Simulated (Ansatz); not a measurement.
# BaTiO₃: single-point calculation

System: BaTiO₃ (Pm-3m, 5 atoms in the cell).
Method: independent-particle optics of PBE bands, plane waves, PAW, no spin polarisation (Ansatz 0.2.0).

The structure derives from an entry of the Crystallography Open Database. The geometry comes from this level: r2SCAN.

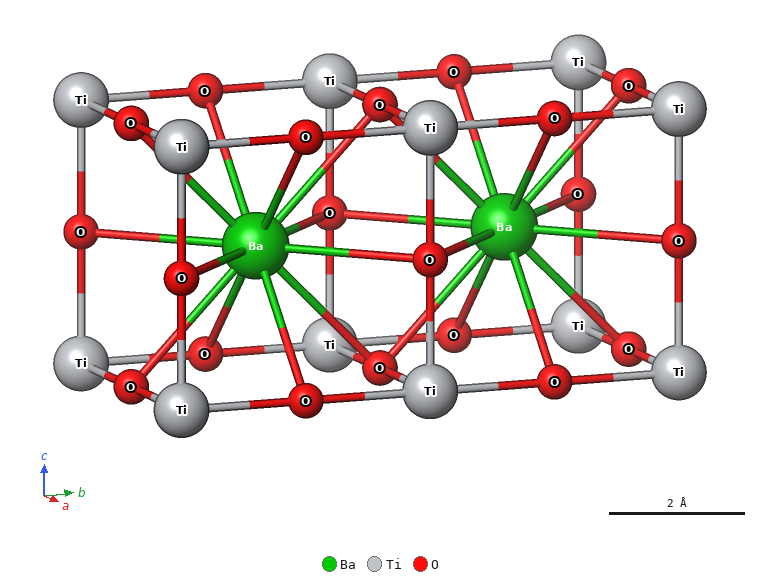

The input geometry (ball-and-stick view of the cell of the calculation, repeated 1 × 2 × 1, seen slightly off an axis).

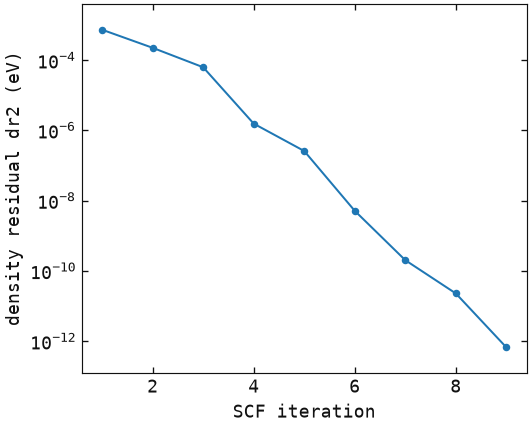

Convergence of the self-consistent field: density residual dr2 against the SCF iteration. The residual falls at every step.

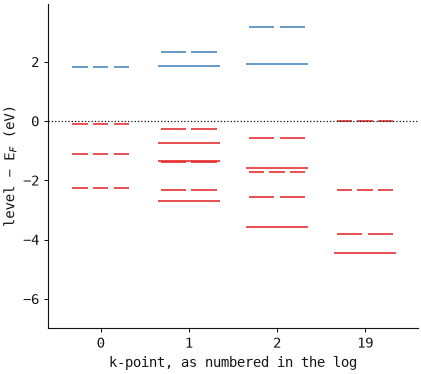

Kohn–Sham levels near the Fermi level (dotted) at the few k-points that the log prints; levels within 0.02 eV of each other stand side by side. Among these points the highest filled and lowest empty levels are 1.82 eV apart, which is the gap on the mesh.

The input and output of the run follow.

Input
```yaml
crystal:
  lattice:
    - [3.9940959633, 0.0, 0.0]
    - [0.0, 3.9940959633, 0.0]
    - [0.0, 0.0, 3.9940959633]
  atoms:
    - { symbol: Ba, position: [0.5, 0.5, 0.5] }
    - { symbol: Ti, position: [0.0, 0.0, 0.0] }
    - { symbol: O, position: [0.5, 0.0, 0.0] }
    - { symbol: O, position: [0.0, 0.5, 0.0] }
    - { symbol: O, position: [0.0, 0.0, 0.5] }
kpoints:
  mp_grid: { grid: [6, 6, 6] }
hamiltonian:
  xc: pbe
scf:
  occupations: { method: fixed }
output:
  optics:
    e_range: [0, 14]
    de: 0.05
    sigma: 0.1
    bands: { spectra_wanted_up_to: 14 }
  write_density: true
  write_potential: true
  elf: true
  volumetric_format: npy
```

Launched with:
```bash
ansatz run input.yaml --threads 4 --pin off --max-ram 5529MiB --backend cpu --events-out ev --progress --plain --runs-dir out
```

The program's output
```
Engine: ansatz 0.2.0, aarch64-unknown-linux-gnu
Pseudopotentials: kind: paw
Pseudopotential: Ba, paw, valence charge 10, recommended cutoff 420 eV (normal), Ba.paw.azcp
Pseudopotential: Ti, paw, valence charge 12, recommended cutoff 420 eV (normal), Ti.paw.azcp
Pseudopotential: O, paw, valence charge 6, recommended cutoff 420 eV (normal), O.paw.azcp
Functional definition: PBE
  parameter kappa = 0.804
  parameter beta = 0.06672455060314922
  exchange = pbe_x(kappa = kappa, mu = beta*pi^2/3)
  correlation = pbe_c(beta = beta)
Crystal: 5 atoms, lattice volume = 63.717 Å³
Basis set: ecut = 420 eV, 1237 PW (Γ)
Bands: 25, of which v1, the nominal top of the filled ones, is band 20 counted from 1 (19 counted from 0)
Symmetry: 48 space group operations
Space group: Pm-3m (ITA 221), of the structure as read, at distance tolerance 4.0e-5 Å
k-points: 20 of 216
Non-local potential: Ba, projectors of the file, l = 0: 3, l = 1: 2, l = 2: 2, l = 3: 2
Non-local potential: Ti, projectors of the file, l = 0: 3, l = 1: 2, l = 2: 3, l = 3: 1
Non-local potential: O, projectors of the file, l = 0: 2, l = 1: 2, l = 2: 1
PAW form: soft (Blöchl's): semilocal exchange-correlation on the pseudo side does not see the compensation charge
PAW one-centre angular grid: Ba, 194 points (default); XC on 64 Gauss nodes
PAW one-centre angular grid: Ti, 590 points (default); XC on 64 Gauss nodes
PAW one-centre angular grid: O, 110 points (default); XC on 64 Gauss nodes
Initial density: superposition of atomic densities (neutral atoms: chi_scale 0, normalization atom), corrected by the library's trained network
Initial wavefunctions: pseudopotential atomic-orbital guess
Functional: x = pbe(κ = 0.804, μ = 0.2195149727645171), c = pbe(β = 0.06672455060314922)
SCF iter   1: F=—  HF=-10159.553007 eV  |F-HF|=—  |Δ(HF+E_count)|=         —  Δρ=1.55e-3  dr2=7.26e-4  ethr=1.77e-3  ⟨swp⟩=4.3  Hψ=2111  notcnv=0  defer=39
preconditioner: auto → Resta (q_TF=auto, 2.525 Å⁻¹)  ε∞=5.9  [insulator: Δε(μ)=1.810 eV  Ē_g=11.872 eV  n_scr=18 (ndim 8)  ℏωp=26.3 eV  f_vac=0.000  ε∞_Penn≈5.9]
SCF iter   2: F=—  HF=-10159.553284 eV  |F-HF|=—  |Δ(HF+E_count)|=   2.78e-4  Δρ=8.63e-4  dr2=2.22e-4  ethr=1.81e-6  ⟨swp⟩=2.0  Hψ=1107  notcnv=0  defer=54
SCF iter   3: F=—  HF=-10159.553365 eV  |F-HF|=—  |Δ(HF+E_count)|=   8.10e-5  Δρ=4.44e-4  dr2=6.22e-5  ethr=5.54e-7  ⟨swp⟩=2.0  Hψ=706  notcnv=0  defer=54
SCF iter   4: F=—  HF=-10159.553406 eV  |F-HF|=—  |Δ(HF+E_count)|=   4.06e-5  Δρ=5.14e-5  dr2=1.55e-6  ethr=1.56e-7  ⟨swp⟩=2.6  Hψ=786  notcnv=0  defer=21
SCF iter   5: F=—  HF=-10159.553402 eV  |F-HF|=—  |Δ(HF+E_count)|=   3.60e-6  Δρ=2.53e-5  dr2=2.58e-7  ethr=3.89e-9  ⟨swp⟩=2.0  Hψ=809  notcnv=0  defer=20
SCF iter   6: F=—  HF=-10159.553403 eV  |F-HF|=—  |Δ(HF+E_count)|=   1.88e-7  Δρ=3.49e-6  dr2=5.14e-9  ethr=6.44e-10  ⟨swp⟩=2.0  Hψ=804  notcnv=0  defer=20
SCF iter   7: F=—  HF=-10159.553403 eV  |F-HF|=—  |Δ(HF+E_count)|=   7.14e-9  Δρ=5.59e-7  dr2=2.03e-10  ethr=1.29e-11  ⟨swp⟩=2.0  Hψ=818  notcnv=0  defer=20
SCF iter   8: F=—  HF=-10159.553403 eV  |F-HF|=—  |Δ(HF+E_count)|=  3.00e-10  Δρ=1.65e-7  dr2=2.30e-11  ethr=1.00e-12  ⟨swp⟩=2.0  Hψ=772  notcnv=0  defer=20
SCF iter   9: F=-10159.553403 eV  HF=-10159.553403 eV  |F-HF|=1.82e-12  |Δ(HF+E_count)|=  5.46e-12  Δρ=2.75e-8  dr2=6.73e-13  ethr=1.00e-12  ⟨swp⟩=8.6  Hψ=1975  notcnv=0
SCF 1 converged in 9 iterations: F = -10159.553403 eV  dr2 = 6.73e-13
  greatest PAW one-centre occupation: 0.999 electrons in one spin orbital (limit 2), on the Ti atom at site 1 (counted from 0), in its partial waves of l = 0
NSCF: frozen V_eff on 20 k-points
Optics k sum: 0 of 20 k-points
Optics k sum: 1 of 20 k-points
Optics k sum: 2 of 20 k-points
Optics k sum: 3 of 20 k-points
Optics k sum: 4 of 20 k-points
Optics k sum: 5 of 20 k-points
Optics k sum: 6 of 20 k-points
Optics k sum: 7 of 20 k-points
Optics k sum: 8 of 20 k-points
Optics k sum: 9 of 20 k-points
Optics k sum: 10 of 20 k-points
Optics k sum: 11 of 20 k-points
Optics k sum: 12 of 20 k-points
Optics k sum: 13 of 20 k-points
Optics k sum: 14 of 20 k-points
Optics k sum: 15 of 20 k-points
Optics k sum: 16 of 20 k-points
Optics k sum: 17 of 20 k-points
Optics k sum: 18 of 20 k-points
Optics k sum: 19 of 20 k-points
Optics k sum: 20 of 20 k-points
Optics k sum: 0 of 20 k-points
Optics k sum: 1 of 20 k-points
Optics k sum: 2 of 20 k-points
Optics k sum: 3 of 20 k-points
Optics k sum: 4 of 20 k-points
Optics k sum: 5 of 20 k-points
Optics k sum: 6 of 20 k-points
Optics k sum: 7 of 20 k-points
Optics k sum: 8 of 20 k-points
Optics k sum: 9 of 20 k-points
Optics k sum: 10 of 20 k-points
Optics k sum: 11 of 20 k-points
Optics k sum: 12 of 20 k-points
Optics k sum: 13 of 20 k-points
Optics k sum: 14 of 20 k-points
Optics k sum: 15 of 20 k-points
Optics k sum: 16 of 20 k-points
Optics k sum: 17 of 20 k-points
Optics k sum: 18 of 20 k-points
Optics k sum: 19 of 20 k-points
Optics k sum: 20 of 20 k-points
WARN: output.optics: on 2 of the rows wanted, those up to 14.000 eV, the energy-loss function is not bounded in the bands left out, and is left empty along some axis. In full: what the bands over the 44 summed would add to eps1, eps2 and the energy-loss function is held between a lower and an upper bound (19 Lanczos steps). eps1, eps2 and their loss function (loss_summed_bands) are given on every row as the summed bands alone make them. Along an axis, on a row where the two bounds hold the loss function to about 1 % of the greater of itself and 0.5 % of |1/eps|, its cell (loss_completed) is given, with the completed eps1 and eps2 that it is formed of (a cell that is left empty reads nan in the table and null in the record). The two bounds hold it so along every axis on 279 of the 281 rows up to 14.000 eV; on the other 2, the lowest at 13.950 eV, those cells are left empty along some axis; the steps ended with no row wanted left that a further step could bound, as where the summed bands' own error is too great, or, of a sum inside the cells of its k-points, where these part, or are assumed to part, too far in what the bands left out add (a denser output.optics.nscf_kmesh narrows that). The run works to bound the rows up to 14.000 eV and no higher ones: a peak of the loss function over that energy may be left empty with no warning. To have the run work for it, set output.optics.bands.spectra_wanted_up_to to a higher energy. perfect_screening_sum, loss_f_sum_n_eff and, beside carriers, perfect_screening_limit are those of loss_summed_bands: over the bounded function the two sums would run over rows that are not all bounded, and lack what the bands left out lay past the top of the energy grid. Bounded is said of the bands left out alone, which are those that the basis at basis.ecutwfc holds: it says nothing of that cutoff, of the k-point mesh, of what the sum inside its cells errs by (eps2_relative_error), of the factors of all_electron_strengths, nor of how far the SCF is converged. The bands left out are taken at the k-points, and what their mean over the points' cells stands off that by is in neither bound: the run's estimate of it, which the test of a row counts in, is 0.49 % of |eps| at the most among the values given; where the mean stood off by over 0.5 % the points' spread read 0.1 to 3 times that
SCF converged after 9 iterations
Free energy (F): -10159.553403 eV
Harris-Foulkes:  -10159.553403 eV  (|F-HF|=1.82e-12)
Internal energy: -10159.553403 eV  (E = F + TS)
E sigma→0 (E₀):  -10159.553403 eV
Fermi energy:    10.393593 eV
--- Per-component energies (eV) ---
  E_band       = -136.466408
  E_kinetic    = 970.648977
  E_local      = -2086.029044  (includes V_loc(G=0)·N_el)
  E_nonlocal   = 203.466774
  E_hartree    = 815.401142
  E_xc         = -491.726633
  E_vxc        = -546.498785  (∫ρ·V_xc dr)
  E_paw        = -6744.515930  (= ΣΔE_a)
  E_vpaw       = -308.864147  (= ΣTr[D̂ρ^β])
  E_aug_tail   = 0.007515  (compensation charges beyond the density's cutoff)
  E_ewald      = -2826.806204
  E_smearing   = -0.000000  (= −TS)
  E_closure    = -0.000000  (closes the sum)
  Σ components = -10159.553403   (vs F -10159.553403, Δ=0.00e0)
--- Band table (eV; the first three rows and the last of 20) ---
  k-point 0: bands = ["-46.1251", "-22.3498", "-22.3498", "-22.3498", "-14.2216", "-6.4618", "-5.7952", "-5.7952", "0.5823", "0.5823", "0.5823", "8.1369", "8.1369", "8.1369", "9.2733", "9.2733", "9.2733", "10.2935", "10.2935", "10.2935", "12.2167", "12.2167", "12.2167", "14.4052", "14.4052"]
  k-point 1: bands = ["-46.1248", "-22.3632", "-22.3493", "-22.3493", "-14.1907", "-6.4847", "-5.7870", "-5.7643", "0.6248", "0.6248", "0.6907", "7.6928", "8.0573", "8.0573", "9.0003", "9.0003", "9.0575", "9.6666", "10.1086", "10.1086", "12.2482", "12.7338", "12.7338", "14.4067", "15.0975"]
  k-point 2: bands = ["-46.1244", "-22.3898", "-22.3482", "-22.3482", "-14.1275", "-6.6162", "-5.7704", "-5.5960", "0.7131", "0.7131", "0.9039", "6.8317", "7.8138", "7.8138", "8.6710", "8.6710", "8.6827", "8.8193", "9.8362", "9.8362", "12.3130", "13.5758", "13.5758", "14.4092", "16.0599"]
  k-point 19: bands = ["-46.1224", "-22.3968", "-22.3968", "-22.3968", "-13.9458", "-5.5469", "-5.5469", "-5.5469", "-0.1528", "-0.1528", "-0.1528", "5.9377", "6.5704", "6.5704", "8.0613", "8.0613", "8.0613", "10.3936", "10.3936", "10.3936", "14.6423", "14.6423", "14.6423", "17.2624", "17.2624"]
```

File rho_z.tsv
```
# z_ang	rho[e/angstrom^3]
# format = ansatz-planar-average/11
# lattice	3.994095963	0.000000000	0.000000000
# lattice	0.000000000	3.994095963	0.000000000
# lattice	0.000000000	0.000000000	3.994095963
# sites	5
# site	56	1.997047982	1.997047982	1.997047982
# site	22	0.000000000	0.000000000	0.000000000
# site	8	1.997047982	0.000000000	0.000000000
# site	8	0.000000000	1.997047982	0.000000000
# site	8	0.000000000	0.000000000	1.997047982
0.000000	1.550144e0
0.147929	1.441699e0
0.295859	1.149655e0
0.443788	7.821365e-1
0.591718	4.768465e-1
0.739647	2.984003e-1
0.887577	2.285673e-1
1.035506	2.301451e-1
1.183436	2.787776e-1
1.331365	3.592053e-1
1.479295	4.607770e-1
1.627224	5.747457e-1
1.775154	6.783895e-1
1.923083	7.405546e-1
2.071013	7.405546e-1
2.218942	6.783895e-1
2.366872	5.747457e-1
2.514801	4.607770e-1
2.662731	3.592053e-1
2.810660	2.787776e-1
2.958590	2.301451e-1
3.106519	2.285673e-1
3.254449	2.984003e-1
3.402378	4.768465e-1
3.550308	7.821365e-1
3.698237	1.149655e0
3.846166	1.441699e0
```

File v_z.tsv
```
# z_ang	v_es[eV]	v_tot[eV]
# format = ansatz-planar-average/11
# xc	pbe
# density_cutoff_ev	1680
# datasets	Ba=:simpson_from_first_knot:soft	Ti=:simpson_from_first_knot:soft	O=:simpson_from_first_knot:soft
# lattice	3.994095963	0.000000000	0.000000000
# lattice	0.000000000	3.994095963	0.000000000
# lattice	0.000000000	0.000000000	3.994095963
# sites	5
# site	56	1.997047982	1.997047982	1.997047982
# site	22	0.000000000	0.000000000	0.000000000
# site	8	1.997047982	0.000000000	0.000000000
# site	8	0.000000000	1.997047982	0.000000000
# site	8	0.000000000	0.000000000	1.997047982
0.000000	-1.751061e-2	-1.384045e1
0.147929	6.210355e-1	-1.296486e1
0.295859	2.437193e0	-1.053294e1
0.443788	4.951784e0	-7.030588e0
0.591718	7.862462e0	-2.957334e0
0.739647	9.964103e0	2.485855e-1
0.887577	1.064796e1	1.435995e0
1.035506	1.036918e1	1.142955e0
1.183436	9.352764e0	-1.713887e-1
1.331365	7.799580e0	-2.389488e0
1.479295	5.673280e0	-5.308514e0
1.627224	3.636535e0	-8.135234e0
1.775154	2.046873e0	-1.030081e1
1.923083	1.151882e0	-1.150439e1
2.071013	1.151882e0	-1.150439e1
2.218942	2.046873e0	-1.030081e1
2.366872	3.636535e0	-8.135234e0
2.514801	5.673280e0	-5.308514e0
2.662731	7.799580e0	-2.389488e0
2.810660	9.352764e0	-1.713887e-1
2.958590	1.036918e1	1.142955e0
3.106519	1.064796e1	1.435995e0
3.254449	9.964103e0	2.485855e-1
3.402378	7.862462e0	-2.957334e0
3.550308	4.951784e0	-7.030588e0
3.698237	2.437193e0	-1.053294e1
3.846166	6.210355e-1	-1.296486e1
```

File optics_head.txt
```
# E[eV]	eps2_xx	eps2_yy	eps2_zz	eps2_xy	eps2_xz	eps2_yz	eps1_xx	eps1_yy	eps1_zz	eps1_xy	eps1_xz	eps1_yz	loss_summed_bands_xx	loss_summed_bands_yy	loss_summed_bands_zz	eps1_completed_xx	eps1_completed_yy	eps1_completed_zz	eps2_completed_xx	eps2_completed_yy	eps2_completed_zz	loss_completed_xx	loss_co
# format = ansatz-optics/6
# eps_inf(xx yy zz) = 6.817467 6.817467 6.817467
# eps_inf_bands = all
# eps_inf_summed_bands(xx yy zz) = 6.584918 6.584918 6.584918
# eps_inf_completed(xx yy zz) = 6.817467 6.817467 6.817467
# k_sum = mesh_cells
# eps2_relative_error = 0.0022
# eps_inf_relative_error = 0.0041
# f_sum_n_eff(xx yy zz) = 22.161776 22.161776 22.161776 of n_electrons = 40.000000
# f_sum_n_eff_momentum_only(xx yy zz) = 19.589338 19.589338 19.589338
# loss_f_sum_n_eff(xx yy zz) = 22.162316 22.162316 22.162316
# perfect_screening_sum(xx yy zz) = 0.848138 0.848138 0.848138
# perfect_screening_sum_on_rows(xx yy zz) = 0.848138 0.848138 0.848138
# the maxima of the summed bands' own loss function (the loss_summed_bands columns) are measured between the rows too: peak_sampling_summed_bands says what part of their heights the rows count for, and missed_extrema_summed_bands lists those of which they count for under four fifths, the half width
# peak_sampling_summed_bands_xx(least_part_sampled least_sampled_at_ev n_extrema n_missed) = 9.971213e-1 13.984086141121123 15 0
# peak_sampling_summed_bands_yy(least_part_sampled least_sampled_at_ev n_extrema n_missed) = 9.971213e-1 13.984086141121129 15 0
# peak_sampling_summed_bands_zz(least_part_sampled least_sampled_at_ev n_extrema n_missed) = 9.971213e-1 13.984086141121125 15 0
# peak_sampling_completed and missed_extrema_completed say the same of the loss function that is bounded in the bands left out (the loss_completed columns), of its maxima between two points that are bounded alone
# peak_sampling_completed_xx(least_part_sampled least_sampled_at_ev n_extrema n_missed) = 9.972057e-1 13.623871934478776 14 0
# peak_sampling_completed_yy(least_part_sampled least_sampled_at_ev n_extrema n_missed) = 9.972057e-1 13.62387193447878 14 0
# peak_sampling_completed_zz(least_part_sampled least_sampled_at_ev n_extrema n_missed) = 9.972057e-1 13.623871934478776 14 0
# n_bands = 44
# n_bands_set_by = photon_energy
# the loss_summed_bands columns' heights are not shown to be converged in n_bands (drawn for output.optics.bands)
# valid_up_to_ev = 17.297995
# least_direct_gap_ev = 1.923190e0 at k(fractional) = 0.000000 0.000000 0.000000, k_point = 0, channel = 0, bands = 19 20 (counted from 0)
# evaluated_top_ev = 78.000000
# all_electron_strengths = true
# band_completion = completed
# the eps1, eps2 and loss_summed_bands columns, and eps_inf_summed_bands or eps1_interband_at_0, are the summed bands' own on every row. eps_inf is eps_inf_completed where that is given along all three axes. loss_summed_bands is the loss function of that eps1 and eps2 (beside carriers the total's).
# response = whole
# tolerance = 0.01
# method = lanczos_chains
# lanczos_steps = 19
# chains_run = together
# ended_by = wanted_rows_settled
# boundable_up_to_ev = 17.297990
# wanted_up_to_ev = 14.000000
# the run works to bound the rows up to wanted_up_to_ev and no higher ones, so that a peak of the completed columns over that energy may read nan with no warning: a higher spectra_wanted_up_to under output.optics.bands (a deck at auto types it in the place of auto) has the run work for it too
# change_inside_cells = 0.0049 (estimated)
# the bands left out are taken at the k-points, and what their mean over the points' cells stands off that by is in neither bound: this much, as a part of |eps| at the most among the values given, which the test of a row counts in (under method = linear_solves it holds an estimate of how far a sum a
# bound_at_0(xx yy zz) = bounded bounded bounded
# rows_by_bound_xx(bounded bounds_too_wide limited_by_band_error limited_by_mesh_spread above_boundable_range not_finite) = 279 0 0 2 0 0
# rows_by_bound_yy(bounded bounds_too_wide limited_by_band_error limited_by_mesh_spread above_boundable_range not_finite) = 279 0 0 2 0 0
# rows_by_bound_zz(bounded bounds_too_wide limited_by_band_error limited_by_mesh_spread above_boundable_range not_finite) = 279 0 0 2 0 0
# bounded_ranges_ev_xx = 0.000000-13.900000
# bounded_ranges_ev_yy = 0.000000-13.900000
# bounded_ranges_ev_zz = 0.000000-13.900000
```

Summary

| quantity | value |
| --- | --- |
| outcome | converged |
| space group (tolerance 0.01 Å) | Pm-3m (221) |
| electrons treated | 40 |
| free energy | −10159.5534 eV |
| Fermi energy | 10.394 eV |
| gap on the k-point mesh | 1.82 eV |
| hardware | 4 threads of Arm Neoverse N1, 54 GiB of memory available, shared host |
| wall time | 26 s (CPU time 95 s) |
| peak memory | 0.77 GiB |
